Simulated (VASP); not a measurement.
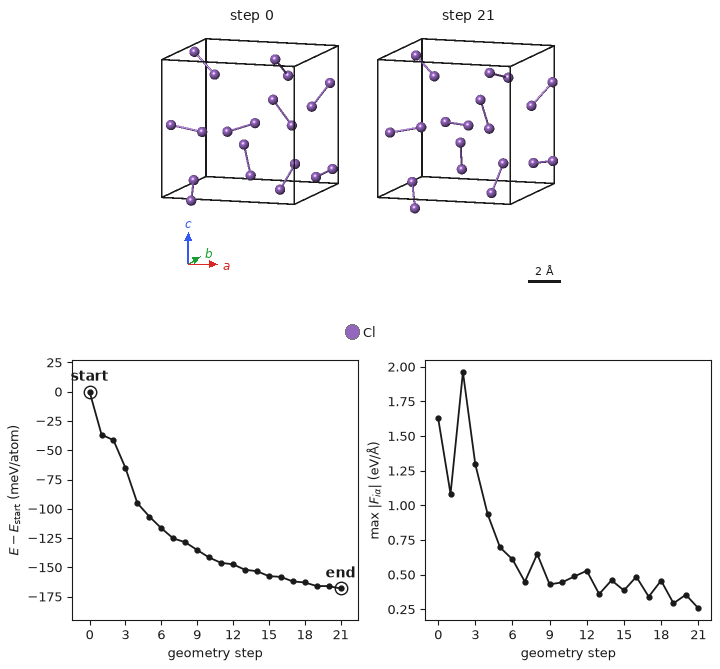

First and last geometry of a relaxation of an amorphous cell of composition Cl, with the history of the run. The picture is a ball-and-stick view of the cell of the calculation, seen slightly off an axis.

The run lets the atoms move in a fixed cell.

These are results of Kohn-Sham DFT of a periodic cell, PBE with D3(BJ), VASP PAW PBE potentials, recommended in VASP 6.6.1, not measurements.

Input file:
```
PREC = Accurate
ENCUT = 520
EDIFF = 1E-7
ISMEAR = -1
SIGMA = 0.05
LREAL = Auto
LASPH = True
NELM = 60
ALGO = Normal
ISIF = 2
LWAVE = False
LCHARG = False
GGA = PE
IVDW = 12
IBRION = 2
NSW = 35
EDIFFG = -0.3
```

Command:
```bash
cat potpaw_PBE.64/Cl/POTCAR > POTCAR
mpirun -np 1 vasp_gam > vasp.out
```

Q: Did the run converge, and what did it change?

A: It converged. After 21 geometry steps the energy has fallen by 168 meV per atom. Largest force component: 1.6 eV/Å at the start, 0.26 eV/Å at the end. A Cl atom moves most: 1.19 Å roughly along [−3 −1 −1]. The cell doesn't change. Among the contacts that change: Cl–Cl 2.654 → 3.698 Å, Cl–Cl 2.602 → 3.533 Å, Cl–Cl 2.751 → 3.661 Å, Cl–Cl 2.646 → 3.413 Å.
